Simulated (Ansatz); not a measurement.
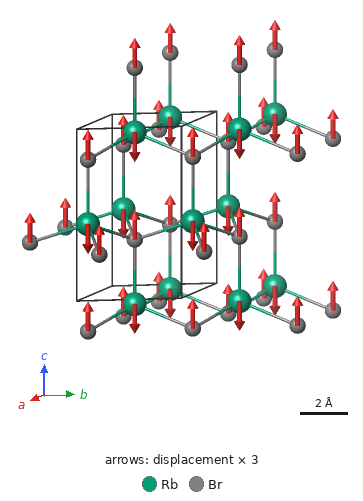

This is a relaxation of solid RbBr (a generated structure, set up in P6_3mc). The starting structure is drawn; red arrows show the displacements (the part carried along by the change of the cell is left out), magnified 3 times.

The picture is a ball-and-stick view of the cell of the calculation, repeated 2 × 2 × 1 with one cell outlined, seen slightly off an axis.

Case: cell and atoms relaxed from a first guess.

Theory: DFT, PBE, PAW with Ansatz's default frozen-core files, scalar-relativistic (Ansatz). (plane-wave cutoff 420 eV; k-point mesh 10 × 10 × 6; occupations fermi dirac; smearing width 0.05 eV; no spin polarisation; cell and atoms relaxed; force threshold 0.005 eV/Å; at most 80 steps)

Q: What happened in the run?

A: The largest moves relative to the cell, 0.43 Å, are those of Rb and Br atoms. Largest moves by element: Rb 0.43 Å, Br 0.43 Å. Cell: a = b 4.556 → 5.942 Å (+30.4 %), c 7.426 → 6.957 Å (−6.3 %). Volume +59.4 %. Some distances before and after: Br–Rb 4.634 → 3.478 Å, Br–Rb 2.792 → 3.478 Å, Br–Rb 2.787 → 3.431 Å. New bonds form: Br–Rb (4.63 → 3.48 Å). Among the angles between lasting bonds that change: Rb–Br–Rb 109.3° → 90.0°, Br–Rb–Br 109.3° → 90.0°, Rb–Br–Rb 109.6° → 120.0°. The space group (tolerance 0.01 Å) goes from P6_3mc (No. 186) to P6_3/mmc (No. 194). After 15 accepted moves (18 points after the start) the energy has fallen by 866 meV per atom. The largest force component goes from 0.0092 to under 0.0001 eV/Å. Pressure: 17.36 GPa at the start and −0.01 GPa at the end. The line search rejected the trial step at point 12 of the run. The SCF was repeated twice at an unchanged geometry on a basis and grid sized afresh for the cell, which shifted the energy by 22.4 meV per atom at most. The run took 2.3 min on 1 thread of Intel(R) Xeon(R) 6975P-C (Granite Rapids), on a shared host, peak memory 0.57 GiB.
